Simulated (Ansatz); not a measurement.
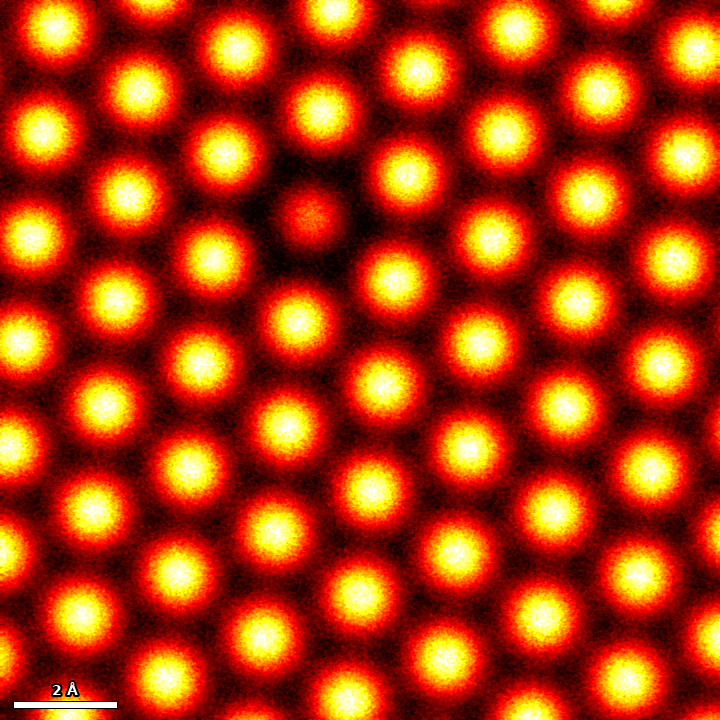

Z-contrast image of Os (Pm-3m, No. 221) along [111]. The image is simulated as a sum over atoms of Z^1.7, blurred by a 1.30 Å probe (no channelling). The probe carries 25 % of its weight in a tail 2.5 times as wide. Shot noise and a slight drift were added.

The sample is 3 repeats (13.1 Å) thick. One point defect was put into the perfect crystal, without relaxing the atoms around it. Brightness is counted from the darkest point of the image. Host structure: the end point of a relaxation with DFT, LDA (PW92), plane waves (420 eV) with PAW, scalar-relativistic (Ansatz 0.2.0); the starting structure was generated, so it need not be a known form of this composition.

Where is the defect (in Å from the left and the top edge), and what does its contrast suggest?

At about 6 Å from the left and 4 Å from the top. The column is dimmer, which points to a vacancy or a lighter atom. The column holds 3 atoms (Os) through the sample, and one Os atom is missing, so its peak drops to about 50 % of that of its equals.
